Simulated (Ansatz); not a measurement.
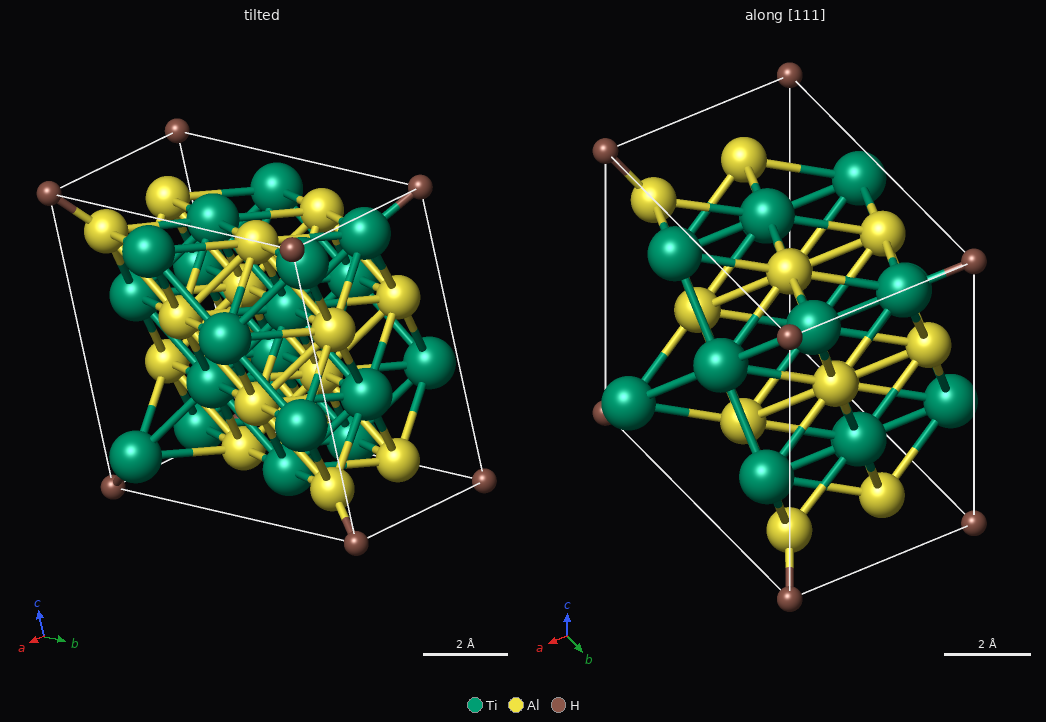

A ball-and-stick rendering, viewed slightly off an axis and along [111]. The simulation cell is drawn as a box.

- The solid is Ti$_{16}$Al$_{16}$H.
- In the cell are 16 Ti, 16 Al, 1 H, which makes 1 formula unit.
- Around each H lie two Ti and two Al in a tetrahedral arrangement (about 1.8 Å to Ti, 1.8 Å to Al).
- The bonds build a three-dimensional framework.

The model was built from a structure listed in the Materials Project, repeated into a supercell with a point defect put in. The atoms were relaxed in a fixed cell with DFT PBE, scalar-relativistic, plane waves, PAW (Ansatz).
